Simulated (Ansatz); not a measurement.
Nudged elastic band of Ta$_{16}$H (part 1 of 2)

- system: Ta$_{16}$H (defect cell, 17 atoms in the cell)
- method: DFT PBE, scalar-relativistic, plane waves, PAW, no spin polarisation (Ansatz 0.2.0)

One setting was made poor on purpose. It belongs to a series of runs on one base structure; here: band between the two ends. Figures and captions count atoms from 1; the log counts them from 0 in places.

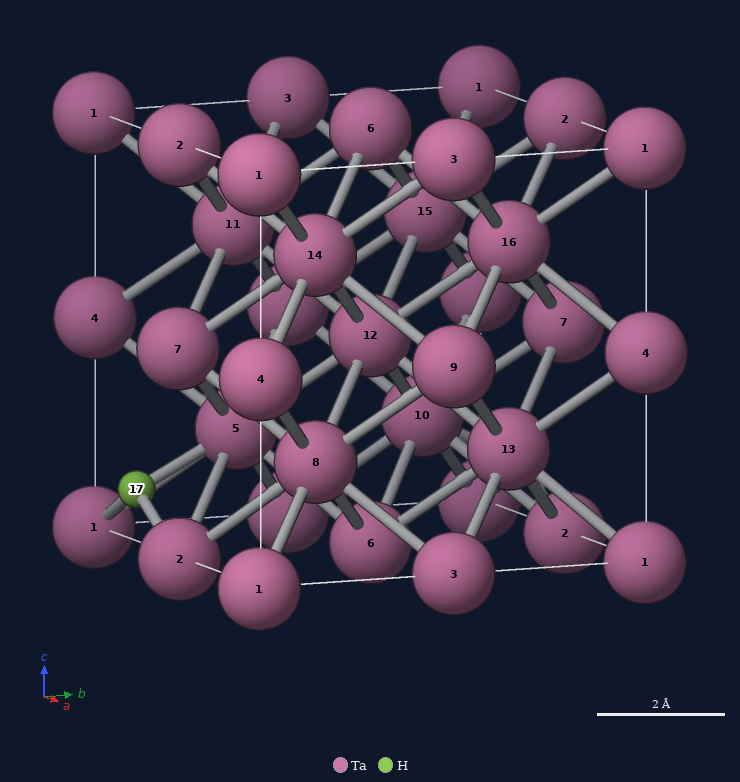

*The starting structure (ball-and-stick view of the cell of the calculation, seen slightly off an axis; atoms are numbered from 1 in the order of the input).*

## Input
```yaml
crystal:
  lattice:
    - [6.62, 0.0, 0.0]
    - [0.0, 6.62, 0.0]
    - [0.0, 0.0, 6.62]
  atoms:
    - { symbol: Ta, position: [-0.00853065, -0.00026451, -0.00585908] }
    - { symbol: Ta, position: [0.50936827, -0.00026396, -0.00588632] }
    - { symbol: Ta, position: [0.00085535, 0.49974747, 0.00069266] }
    - { symbol: Ta, position: [-0.00040126, -0.0002539, 0.50146847] }
    - { symbol: Ta, position: [0.25039684, 0.25863063, 0.25514336] }
    - { symbol: Ta, position: [0.49995065, 0.49974073, 0.00068488] }
    - { symbol: Ta, position: [0.50120382, -0.00025493, 0.50148315] }
    - { symbol: Ta, position: [0.75038865, 0.2492534, 0.24861567] }
    - { symbol: Ta, position: [0.00206836, 0.49973743, 0.50072673] }
    - { symbol: Ta, position: [0.2503942, 0.74082476, 0.25515003] }
    - { symbol: Ta, position: [0.25039487, 0.25059055, 0.74780627] }
    - { symbol: Ta, position: [0.49868609, 0.49973845, 0.50073597] }
    - { symbol: Ta, position: [0.75039592, 0.75022412, 0.24861348] }
    - { symbol: Ta, position: [0.75041561, 0.24807932, 0.74855609] }
    - { symbol: Ta, position: [0.25039519, 0.74889335, 0.74779948] }
    - { symbol: Ta, position: [0.75041454, 0.75140915, 0.74854617] }
    - { symbol: H, position: [0.25049694, -0.00024056, 0.12446099] }
basis:
  ecutwfc: 250.0
kpoints:
  mp_grid: { grid: [3, 3, 3] }
hamiltonian:
  xc: pbe
scf:
  occupations: { method: gaussian, width: 0.1 }
  lower_state_search: "off"
  max_iter: 82
neb:
  images: 3
  f_tol: 0.05
  max_iterations: 50
  order_check: false
  final_atoms:
    - { symbol: Ta, position: [-0.00583603, 0.00062061, -0.00923505] }
    - { symbol: Ta, position: [0.501541, 0.00063539, -0.00112018] }
    - { symbol: Ta, position: [0.00078405, 0.50063857, 0.00016293] }
    - { symbol: Ta, position: [-0.00582224, 0.00062611, 0.50861887] }
    - { symbol: Ta, position: [0.25523257, 0.25955413, 0.24972032] }
    - { symbol: Ta, position: [0.50077458, 0.50062791, 0.00138739] }
    - { symbol: Ta, position: [0.5015441, 0.00063759, 0.50053533] }
    - { symbol: Ta, position: [0.74787968, 0.25145792, 0.2497009] }
    - { symbol: Ta, position: [0.00077459, 0.50062971, 0.49924967] }
    - { symbol: Ta, position: [0.25521334, 0.74177274, 0.2497132] }
    - { symbol: Ta, position: [0.24863414, 0.25017103, 0.74970108] }
    - { symbol: Ta, position: [0.50078279, 0.50063154, 0.49805793] }
    - { symbol: Ta, position: [0.74787525, 0.74979232, 0.24969918] }
    - { symbol: Ta, position: [0.74862507, 0.2489664, 0.74970302] }
    - { symbol: Ta, position: [0.24866306, 0.75108923, 0.74970998] }
    - { symbol: Ta, position: [0.74861828, 0.75226744, 0.74969818] }
    - { symbol: H, position: [0.12464385, 0.00072088, 0.24963195] }
```

Launched with:
```bash
ansatz run input.yaml --threads 4 --pin off --max-ram 10240MiB --backend cpu --events-out ev --progress --plain --runs-dir out
```

## The program's output
```
Warning: neb: disabling space-group detection — the band's intermediate images generally break the endpoint symmetry, so no spatial operation reduces the k-mesh or symmetrises the density, except that a semilocal band can use its path's symmetry ahead of convergence; time reversal is kept, so that k and −k are solved as one point where they differ and the mesh holds both, and exact exchange and, on two spinor components, a DFT+U term hold to it where the run has them: on two components no moment then forms, and a state that bears one, which a typed moment (crystal.atoms[].spin; refused beside efield: under a hybrid functional) reaches, can lie lower, under hf by electronvolts; crystal.symmetry.detect: false (a key that needs symmetry detection or time reversal refuses this as the deck is read) with time_reversal: false beside it drops time reversal too
Warning: basis.ecutwfc = 250 eV is below the records' recommended 420 eV, and the density's cutoff is lower with it unless basis.ecutrho_ratio is high enough to keep the records' density cutoff: compare with a run at a higher cutoff
Engine: ansatz 0.2.0, x86_64-unknown-linux-gnu
Pseudopotentials: kind: paw
Pseudopotential: Ta, paw, valence charge 13, recommended cutoff 420 eV (normal), Ta.paw.azcp
Pseudopotential: H, paw, valence charge 1, recommended cutoff 420 eV (normal), H.paw.azcp
Functional definition: PBE
  parameter kappa = 0.804
  parameter beta = 0.06672455060314922
  exchange = pbe_x(kappa = kappa, mu = beta*pi^2/3)
  correlation = pbe_c(beta = beta)
parallel-image band execution: 2 concurrent image workers
NEB image 0
Crystal: 17 atoms, lattice volume = 290.118 Å³
Basis set: ecut = 250 eV, 2553 PW (Γ), exchange–correlation on 72×72×72 points (8 copies of the dense FFT grid, shifted against one another)
Bands: 126, of which v1, the nominal top of the filled ones, is band 105 counted from 1 (104 counted from 0)
Symmetry: 1 space group operations
k-points: 14 of 27 (time reversal used)
Non-local potential: Ta, projectors of the file, l = 0: 3, l = 1: 2, l = 2: 2, l = 3: 1
Non-local potential: H, projectors of the file, l = 0: 2, l = 1: 1
PAW form: soft (Blöchl's): semilocal exchange-correlation on the pseudo side does not see the compensation charge
PAW one-centre angular grid: Ta, 590 points (default); XC on 64 Gauss nodes
PAW one-centre angular grid: H, 110 points (default); XC on 64 Gauss nodes
Initial density: superposition of atomic densities (neutral atoms: chi_scale 0, normalization atom), corrected by the library's trained network
Initial wavefunctions: pseudopotential atomic-orbital guess
Functional: x = pbe(κ = 0.804, μ = 0.2195149727645171), c = pbe(β = 0.06672455060314922)
SCF iter   1: F=—  HF=-158930.054371 eV  |F-HF|=—  |Δ(HF+E_count)|=         —  Δρ=6.83e-3  dr2=7.60e-2  ethr=1.77e-3  ⟨swp⟩=5.2  Hψ=6828  notcnv=0
preconditioner: auto → Kerker (q_TF=auto, 2.583 Å⁻¹)  [metal: Δε(μ)=0.021 eV  Ē_g=4.288 eV  σ=0.100 eV  W_gap=0.12  n_scr=80 (ndim 8)  ℏωp=19.6 eV  f_vac=0.000  D(μ)=33.71/eV (n_scr^D=460)]
SCF iter   2: F=—  HF=-158930.041294 eV  |F-HF|=—  |Δ(HF+E_count)|=   1.31e-2  Δρ=3.60e-3  dr2=1.48e-2  ethr=3.64e-5  ⟨swp⟩=1.5  Hψ=2073  notcnv=0
SCF iter   3: F=—  HF=-158930.038022 eV  |F-HF|=—  |Δ(HF+E_count)|=   3.27e-3  Δρ=6.13e-4  dr2=1.28e-3  ethr=7.09e-6  ⟨swp⟩=2.7  Hψ=3166  notcnv=0
SCF iter   4: F=—  HF=-158930.037848 eV  |F-HF|=—  |Δ(HF+E_count)|=   1.75e-4  Δρ=1.20e-4  dr2=4.70e-5  ethr=6.11e-7  ⟨swp⟩=2.0  Hψ=2006  notcnv=0
SCF iter   5: F=—  HF=-158930.037179 eV  |F-HF|=—  |Δ(HF+E_count)|=   6.68e-4  Δρ=4.70e-5  dr2=1.74e-5  ethr=2.25e-8  ⟨swp⟩=2.0  Hψ=2165  notcnv=0
SCF iter   6: F=—  HF=-158930.037178 eV  |F-HF|=—  |Δ(HF+E_count)|=   1.90e-6  Δρ=9.79e-6  dr2=3.01e-7  ethr=8.34e-9  ⟨swp⟩=2.0  Hψ=2075  notcnv=0
SCF iter   7: F=-158930.037178 eV  HF=-158930.037178 eV  |F-HF|=1.12e-8  |Δ(HF+E_count)|=   4.46e-8  Δρ=1.62e-6  dr2=1.53e-8  ethr=4.78e-11  ⟨swp⟩=4.0  Hψ=5129  notcnv=0
SCF 1 converged in 7 iterations: F = -158930.037178 eV  dr2 = 1.53e-8
  greatest PAW one-centre occupation: 0.998 electrons in one spin orbital (limit 2), on the Ta atom at site 8 (counted from 0), in its partial waves of l = 0
NSCF: frozen V_eff on 14 k-points
NEB image 4
SCF iter   1: F=—  HF=-158930.054527 eV  |F-HF|=—  |Δ(HF+E_count)|=         —  Δρ=6.82e-3  dr2=7.61e-2  ethr=1.77e-3  ⟨swp⟩=5.4  Hψ=6830  notcnv=0
SCF iter   2: F=—  HF=-158930.041307 eV  |F-HF|=—  |Δ(HF+E_count)|=   1.32e-2  Δρ=3.60e-3  dr2=1.48e-2  ethr=3.64e-5  ⟨swp⟩=1.2  Hψ=2045  notcnv=0
SCF iter   3: F=—  HF=-158930.038040 eV  |F-HF|=—  |Δ(HF+E_count)|=   3.27e-3  Δρ=6.15e-4  dr2=1.30e-3  ethr=7.09e-6  ⟨swp⟩=2.6  Hψ=3160  notcnv=0
SCF iter   4: F=—  HF=-158930.037863 eV  |F-HF|=—  |Δ(HF+E_count)|=   1.77e-4  Δρ=1.20e-4  dr2=4.77e-5  ethr=6.24e-7  ⟨swp⟩=2.0  Hψ=2009  notcnv=0
SCF iter   5: F=—  HF=-158930.037190 eV  |F-HF|=—  |Δ(HF+E_count)|=   6.74e-4  Δρ=4.73e-5  dr2=1.76e-5  ethr=2.28e-8  ⟨swp⟩=2.0  Hψ=2165  notcnv=0
SCF iter   6: F=—  HF=-158930.037188 eV  |F-HF|=—  |Δ(HF+E_count)|=   1.91e-6  Δρ=9.73e-6  dr2=2.93e-7  ethr=8.40e-9  ⟨swp⟩=2.0  Hψ=2075  notcnv=0
SCF iter   7: F=-158930.037188 eV  HF=-158930.037188 eV  |F-HF|=1.02e-8  |Δ(HF+E_count)|=   4.40e-8  Δρ=1.57e-6  dr2=1.40e-8  ethr=4.78e-11  ⟨swp⟩=4.0  Hψ=5027  notcnv=0
SCF 2 converged in 7 iterations: F = -158930.037188 eV  dr2 = 1.40e-8
  greatest PAW one-centre occupation: 0.998 electrons in one spin orbital (limit 2), on the Ta atom at site 13 (counted from 0), in its partial waves of l = 0
NSCF: frozen V_eff on 14 k-points
NEB end point (image 0): max|allowed force component| = 2.533e-2 eV/Å (the criterion of neb.relax_end_points is 1.000e-2)
NEB end point (image 4): max|allowed force component| = 2.380e-2 eV/Å (the criterion of neb.relax_end_points is 1.000e-2)
NEB image 1
SCF iter   1: F=—  HF=-158929.924012 eV  |F-HF|=—  |Δ(HF+E_count)|=         —  Δρ=6.79e-3  dr2=6.93e-2  ethr=1.77e-3  ⟨swp⟩=5.4  Hψ=6953  notcnv=0  defer=1
preconditioner: auto → Kerker (q_TF=auto, 2.583 Å⁻¹)  [metal: Δε(μ)=0.007 eV  Ē_g=4.293 eV  σ=0.100 eV  W_gap=0.04  n_scr=80 (ndim 8)  ℏωp=19.6 eV  f_vac=0.000  D(μ)=34.06/eV (n_scr^D=460)]
SCF iter   2: F=—  HF=-158929.911416 eV  |F-HF|=—  |Δ(HF+E_count)|=   1.26e-2  Δρ=3.59e-3  dr2=1.50e-2  ethr=3.32e-5  ⟨swp⟩=1.6  Hψ=2080  notcnv=0  defer=2
SCF iter   3: F=—  HF=-158929.908043 eV  |F-HF|=—  |Δ(HF+E_count)|=   3.37e-3  Δρ=5.74e-4  dr2=1.33e-3  ethr=7.18e-6  ⟨swp⟩=3.0  Hψ=3286  notcnv=0  defer=2
SCF iter   4: F=—  HF=-158929.907871 eV  |F-HF|=—  |Δ(HF+E_count)|=   1.72e-4  Δρ=1.27e-4  dr2=6.05e-5  ethr=6.37e-7  ⟨swp⟩=2.0  Hψ=2038  notcnv=0  defer=2
SCF iter   5: F=—  HF=-158929.907190 eV  |F-HF|=—  |Δ(HF+E_count)|=   6.81e-4  Δρ=5.13e-5  dr2=1.95e-5  ethr=2.89e-8  ⟨swp⟩=2.0  Hψ=2170  notcnv=0  defer=2
SCF iter   6: F=—  HF=-158929.907188 eV  |F-HF|=—  |Δ(HF+E_count)|=   2.21e-6  Δρ=1.07e-5  dr2=3.43e-7  ethr=9.34e-9  ⟨swp⟩=2.0  Hψ=2080  notcnv=0  defer=2
SCF iter   7: F=-158929.907188 eV  HF=-158929.907188 eV  |F-HF|=4.49e-8  |Δ(HF+E_count)|=   4.91e-8  Δρ=2.77e-6  dr2=5.38e-8  ethr=4.78e-11  ⟨swp⟩=4.0  Hψ=5300  notcnv=0
[...]
  greatest PAW one-centre occupation: 0.998 electrons in one spin orbital (limit 2), on the Ta atom at site 15 (counted from 0), in its partial waves of l = 0
NEB image 2
preconditioner: auto → Kerker (q_TF=auto, 2.583 Å⁻¹)  [metal: Δε(μ)=0.014 eV  Ē_g=4.295 eV  σ=0.100 eV  W_gap=0.08  n_scr=80 (ndim 8)  ℏωp=19.6 eV  f_vac=0.000  D(μ)=34.17/eV (n_scr^D=460)]
NEB image 3
NEB iter   1: max|band force component| = 5.764e-1 eV/Å  barrier→ = 0.2314 eV  barrier← = 0.2314 eV  Δτ_max = 0.1137 Å  (35 SCF iters)
NEB image 1
Initial density: handed on by an earlier stage of this run
Initial wavefunctions: those handed on with the density
preconditioner: auto → Kerker (q_TF=auto, 2.583 Å⁻¹)  [metal: Δε(μ)=0.013 eV  Ē_g=4.283 eV  σ=0.100 eV  W_gap=0.07  n_scr=80 (ndim 8)  ℏωp=19.6 eV  f_vac=0.000  D(μ)=31.37/eV (n_scr^D=436)]
  greatest PAW one-centre occupation: 0.998 electrons in one spin orbital (limit 2), on the Ta atom at site 11 (counted from 0), in its partial waves of l = 0
NEB image 2
preconditioner: auto → Kerker (q_TF=auto, 2.583 Å⁻¹)  [metal: Δε(μ)=0.023 eV  Ē_g=4.278 eV  σ=0.100 eV  W_gap=0.13  n_scr=80 (ndim 8)  ℏωp=19.6 eV  f_vac=0.000  D(μ)=30.95/eV (n_scr^D=436)]
NEB image 3
preconditioner: auto → Kerker (q_TF=auto, 2.583 Å⁻¹)  [metal: Δε(μ)=0.013 eV  Ē_g=4.283 eV  σ=0.100 eV  W_gap=0.07  n_scr=80 (ndim 8)  ℏωp=19.6 eV  f_vac=0.000  D(μ)=31.36/eV (n_scr^D=436)]
NEB iter   2: max|band force component| = 7.364e-1 eV/Å  barrier→ = 0.2892 eV  barrier← = 0.2892 eV  Δτ_max = 0.0574 Å  (22 SCF iters)
NEB image 1
preconditioner: auto → Kerker (q_TF=auto, 2.583 Å⁻¹)  [metal: Δε(μ)=0.004 eV  Ē_g=4.293 eV  σ=0.100 eV  W_gap=0.02  n_scr=80 (ndim 8)  ℏωp=19.6 eV  f_vac=0.000  D(μ)=33.39/eV (n_scr^D=460)]
NEB image 2
preconditioner: auto → Kerker (q_TF=auto, 2.583 Å⁻¹)  [metal: Δε(μ)=0.011 eV  Ē_g=4.287 eV  σ=0.100 eV  W_gap=0.06  n_scr=80 (ndim 8)  ℏωp=19.6 eV  f_vac=0.000  D(μ)=33.11/eV (n_scr^D=460)]
NEB image 3
NEB iter   3: max|band force component| = 1.598e-1 eV/Å  barrier→ = 0.1923 eV  barrier← = 0.1923 eV  CI = image 2  Δτ_max = 0.0135 Å  (21 SCF iters)
NEB image 1
preconditioner: auto → Kerker (q_TF=auto, 2.583 Å⁻¹)  [metal: Δε(μ)=0.007 eV  Ē_g=4.292 eV  σ=0.100 eV  W_gap=0.04  n_scr=80 (ndim 8)  ℏωp=19.6 eV  f_vac=0.000  D(μ)=33.43/eV (n_scr^D=460)]
NEB image 2
preconditioner: auto → Kerker (q_TF=auto, 2.583 Å⁻¹)  [metal: Δε(μ)=0.009 eV  Ē_g=4.290 eV  σ=0.100 eV  W_gap=0.05  n_scr=80 (ndim 8)  ℏωp=19.6 eV  f_vac=0.000  D(μ)=33.13/eV (n_scr^D=460)]
NEB image 3
NEB image 1
NSCF: frozen V_eff on 14 k-points
NEB image 3
NSCF: frozen V_eff on 14 k-points
NEB image 2
NSCF: frozen V_eff on 14 k-points
the band table was solved once a step of the walk had ended and its energy, with any forces and stress, was formed, with the checks that follow a solve (6802 applications of the Hamiltonian). They found nothing against the state; the energy, forces and stress were not computed again (output.eigenvalues in the input reference)
NEB iter   4: max|band force component| = 1.396e-2 eV/Å  barrier→ = 0.1917 eV  barrier← = 0.1917 eV  CI = image 2  Δτ_max = 0.0000 Å  (18 SCF iters)
```

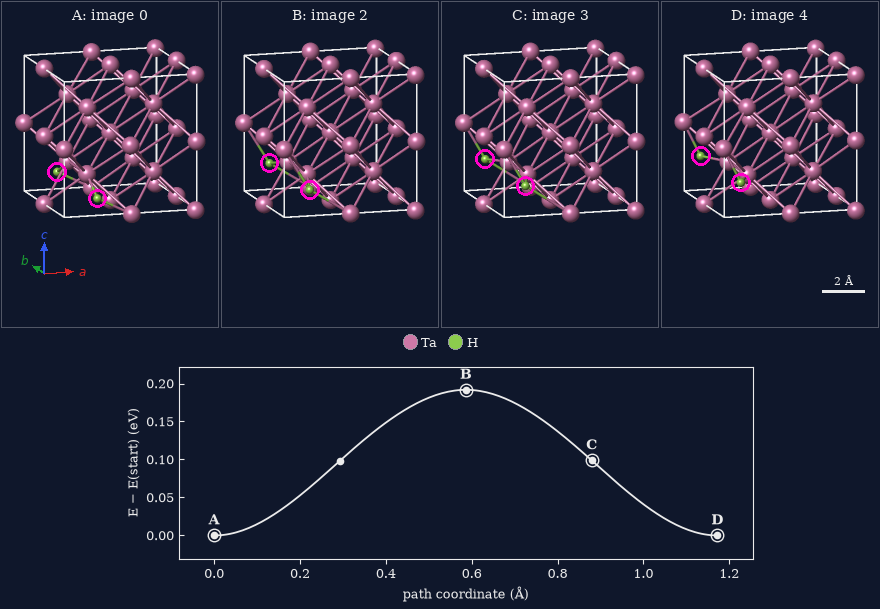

*Images of the last band (counted from 0; ball-and-stick, simulation cell, seen slightly off an axis), with the moving atom and its periodic copies ringed, above the energy along the path; the line is a cubic interpolation that uses the forces.*

The highest image is number 2, 0.192 eV above the start and 0.192 eV above the end (the climbing image); start and end have the same energy. The path is 1.17 Å long, and H17 moves most (1.18 Å). The band converged in 4 iterations.

```
Free energy (F): -158929.845470 eV
Harris-Foulkes:  -158929.845470 eV  (|F-HF|=1.06e-8)
Internal energy: -158929.679714 eV  (E = F + TS)
E sigma→0 (E₀):  -158929.762592 eV
Entropy (-TS):   -0.165756 eV (-9.750 meV/atom)
Fermi energy:    18.528780 eV
--- Per-component energies (eV) ---
  E_band       = -1665.388176
  E_kinetic    = 5869.857698
  E_local      = -8790.783606  (includes V_loc(G=0)·N_el)
  E_nonlocal   = 239.716659
  E_hartree    = 3052.123376
  E_xc         = -3505.158559
  E_vxc        = -3278.243144  (∫ρ·V_xc dr)
  E_paw        = -134347.712569  (= ΣΔE_a)
  E_vpaw       = -1810.205037  (= ΣTr[D̂ρ^β])
  E_aug_tail   = 0.022163  (compensation charges beyond the density's cutoff)
  E_ewald      = -21447.744875
  E_smearing   = -0.165756  (= −TS)
  E_closure    = 0.000000  (closes the sum)
  Σ components = -158929.845470   (vs F -158929.845470, Δ=0.00e0)
--- Forces (eV/Å), atoms counted from 1 ---
[...]
  atom   1  Ta    -0.00833930     0.00010498    -0.00823870
  atom   2  Ta     0.00527101     0.00004021    -0.00537044
  atom   3  Ta    -0.00358841    -0.00008371    -0.00358578
  atom   4  Ta    -0.00497469     0.00003916     0.00546155
  atom   5  Ta    -0.00116066     0.01308532    -0.00067135
  atom   6  Ta    -0.00109830    -0.00012237    -0.00406641
  atom   7  Ta     0.00825467     0.00004114     0.00845960
  atom   8  Ta     0.00444327     0.00767108     0.00072236
  atom   9  Ta    -0.00405402    -0.00012065    -0.00099871
  atom  10  Ta    -0.00120848    -0.01291174    -0.00068061
  atom  11  Ta     0.00085301     0.00774247     0.00409819
  atom  12  Ta     0.00259746    -0.00007060     0.00300466
  atom  13  Ta     0.00449017    -0.00748391     0.00069219
  atom  14  Ta    -0.00073424    -0.00048899    -0.00083540
  atom  15  Ta     0.00079830    -0.00755992     0.00415416
  atom  16  Ta    -0.00078418     0.00013943    -0.00087407
  atom  17  H     -0.00076312    -0.00002171    -0.00126982
  max |Σ_I F_I| component: 2.49e-6 eV/Å
--- Band table (eV; the first three rows and the last of 14) ---
```
